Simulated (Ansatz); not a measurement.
System: Ru.

Input

```
crystal:
  lattice:
    - [-0.1000169121, 1.7836349318, 1.7836349318]
    - [1.7836349318, -0.1000169121, 1.7836349318]
    - [1.7836349318, 1.7836349318, -0.1000169121]
  atoms:
    - { symbol: Ru, position: [0.0, 0.0, 0.0] }
basis:
  ecutwfc: 420
kpoints:
  mp_grid: { grid: [20, 20, 20] }
hamiltonian:
  xc: pbe
scf:
  occupations: { method: gaussian, width: 0.15 }
output:
  forces: true
  stress: true
  eigenvalues: true
  write_density: true
  write_potential: true
  elf: true
  volumetric_format: npy
```

Launched as:

```sh
ansatz run input.yaml --threads 1 --pin off --max-ram 2048MiB --backend cpu --events-out ev --progress --plain --runs-dir out
```

Below, planes, directions and counts refer to the conventional cell (a = 2.66 Å, b = 2.66 Å, c = 6.01 Å, α = 90.00°, β = 90.00°, γ = 120.00°).

Space group R-3m; changed on purpose from its base cell (equal engineering shear yz, xz and xy -0.0525, equal normal strain along x, y and z -0.0375); computed pressure about 51 GPa in this cell; computed without spin polarisation.

Level of theory: DFT PBE, scalar-relativistic, plane waves, PAW in Ansatz.

> What will maps of the valence pseudo-density and electron localisation function show?

Ru–Ru (2.66 Å): the density is about 0.42 e/Å³ at the midpoint; the ELF is about 0.30 at the midpoint.

> Metal or insulator at this level of theory?

It is metallic or semimetallic at this level of theory: no gap opens.

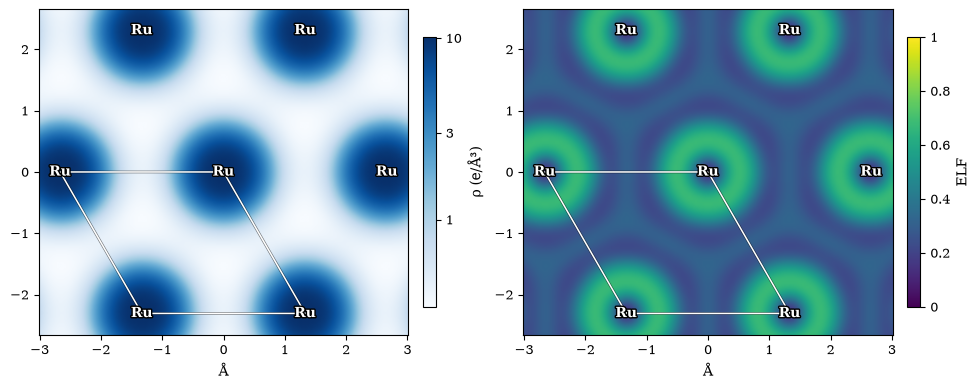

Computed valence pseudo-density and electron localisation function on the (001) plane of the conventional cell, in this order. 
